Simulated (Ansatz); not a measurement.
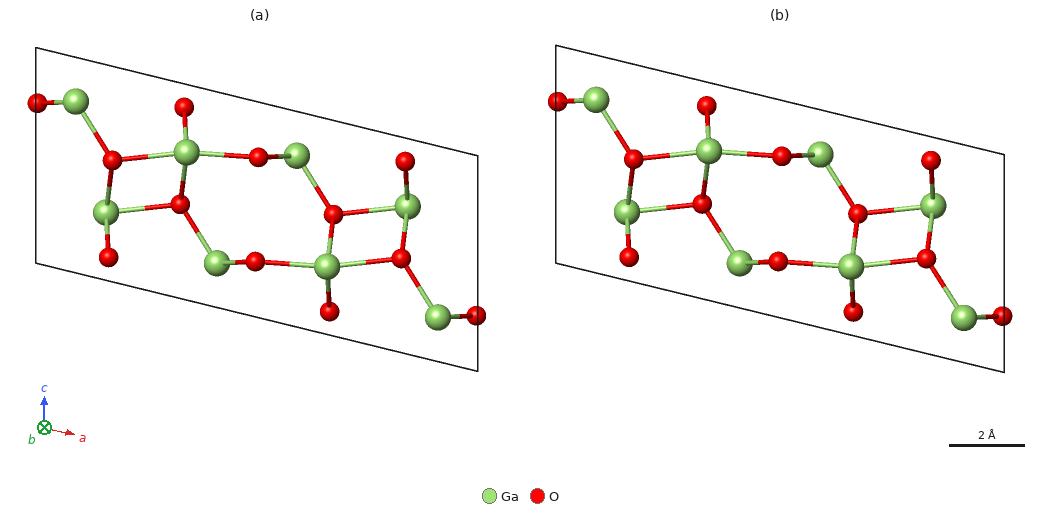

The structure of solid Ga$_{2}$O$_{3}$ (built on the beta-gallia host type) before (left) and after (right) a relaxation, at one scale.

Style: ball-and-stick. Shown: the conventional cell (2 times the calculation's cell), along the b axis. Lengths and directions refer to the drawn axes.

These are results of DFT, PBE, plane waves, PAW in Ansatz, not measurements. Set-up: plane-wave cutoff 420 eV; k-point mesh 8 × 8 × 4; occupations fermi dirac; smearing width 0.02 eV; no spin polarisation; cell and atoms relaxed; force threshold 0.005 eV/Å.

**Describe what moved and what it gained.**

Over 6 accepted moves (8 points after the start) the energy falls by 7.8 meV per atom. Largest force component: 0.15 eV/Å at the start, 0.0016 eV/Å at the end. Pressure: 6.74 GPa at the start and 0.02 GPa at the end. At 2 points the geometry stayed and the basis and grid were re-selected for the new cell (energy shift of 2.1 meV per atom at most each time). The largest moves relative to the cell, 0.012 Å, are those of O atoms. Largest moves by element: O 0.012 Å, Ga 0.007 Å. The volume changes by +3.7 %, with a 12.280 → 12.454 Å (+1.4 %), b 3.048 → 3.083 Å (+1.2 %), c 5.817 → 5.878 Å (+1.0 %). Some distances before and after: Ga–O 1.942 → 1.971 Å, Ga–O 2.079 → 2.108 Å, Ga–O 2.013 → 2.042 Å, Ga–O 1.872 → 1.895 Å. The space group stays C2/m (No. 12).
